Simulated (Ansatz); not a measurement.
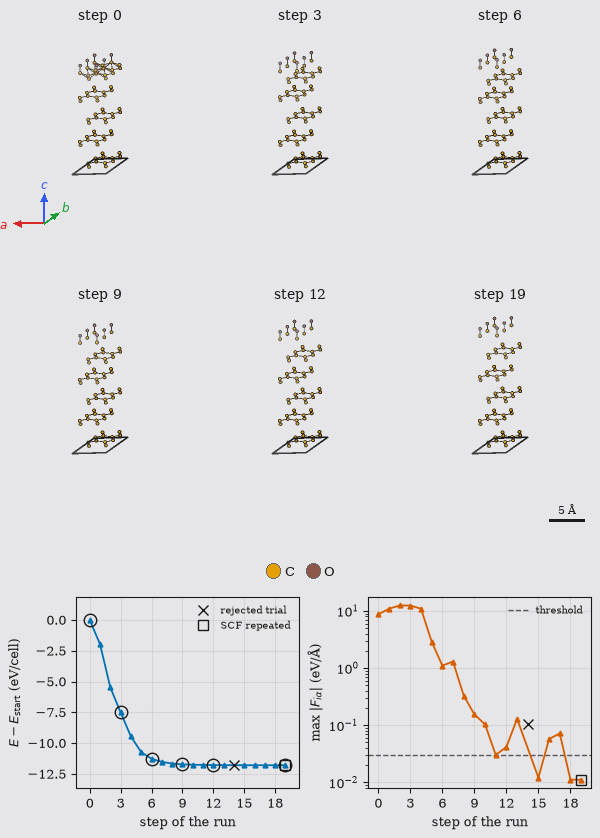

Frames of a constrained relaxation of a slab of composition C$_{11}$O (cut from the Fmmm phase), marked on the history of the run. A ball-and-stick model of the 2 × 3 repeat of the cell, outlined in the plane, without the vacuum, seen from a free direction.

Case: CO put at a hollow C-C site. The slab is the (0 0 1) face of C with CO on it. 4 atoms are held fixed.

Computed with DFT PBE+D3(BJ), scalar-relativistic, plane waves, PAW in Ansatz 0.2.0. Set-up: plane-wave cutoff 420 eV; k-point mesh 12 × 12 × 1; occupations gaussian; smearing width 0.1 eV; no spin polarisation; dipole correction; atoms relaxed in a fixed cell; force threshold 0.03 eV/Å; at most 70 steps.

Q: Describe the path.

A: Over 17 accepted moves (19 points after the start) the energy falls by 11.793 eV per cell of the calculation. The largest force component goes from 8.7 to 0.011 eV/Å. The line search rejected the trial step at point 14 of the run. 1 step only repeated the SCF at the same geometry. The forces were under the threshold at step 15, but the run went on from there. The largest moves, 2.47 Å, are those of C and O atoms. By element the largest moves are C 2.47 Å, O 2.46 Å. The cell stays as it was. Some distances before and after: C–C 1.577 → 3.469 Å, C–O 1.150 → 1.134 Å. Bonds break: C–C (1.58 → 3.47 Å). From step 0 to 3: C atoms move most (0.53 Å), energy −7.509 eV per cell of the calculation. From step 3 to 6: a C atom moves most (0.58 Å), energy −3.758 eV per cell of the calculation. From step 6 to 9: C and O atoms move most (0.58 Å), energy −0.459 eV per cell of the calculation. From step 9 to 12: C and O atoms move most (0.59 Å), energy −55.7 meV per cell of the calculation. From step 12 to 19: C and O atoms move most (0.47 Å), energy −11.5 meV per cell of the calculation.

| step | E − E(0), meV/atom | largest force component, eV/Å | note |
| --- | --- | --- | --- |
| 0 | 0.00 | 8.7008 |  |
| 1 | -163.81 | 10.9014 |  |
| 2 | -456.25 | 12.4428 |  |
| 3 | -625.78 | 12.4067 |  |
| 4 | -788.34 | 10.9352 |  |
| 5 | -894.69 | 2.9008 |  |
| 6 | -938.95 | 1.1039 |  |
| 7 | -960.24 | 1.2982 |  |
| 8 | -971.73 | 0.3311 |  |
| 9 | -977.19 | 0.1549 |  |
| 10 | -979.44 | 0.1037 |  |
| 11 | -980.86 | 0.0303 |  |
| 12 | -981.83 | 0.0416 |  |
| 13 | -982.36 | 0.1295 |  |
| 14 | -982.14 | 0.1046 | rejected |
| 15 | -982.56 | 0.0121 |  |
| 16 | -982.67 | 0.0575 |  |
| 17 | -982.78 | 0.0721 |  |
| 18 | -982.79 | 0.0112 |  |
| 19 | -982.79 | 0.0112 | same geometry, SCF repeated |

Limits of the set-up: the periodic images lie only 2.5 Å apart, so the values are limited by the cell's size.
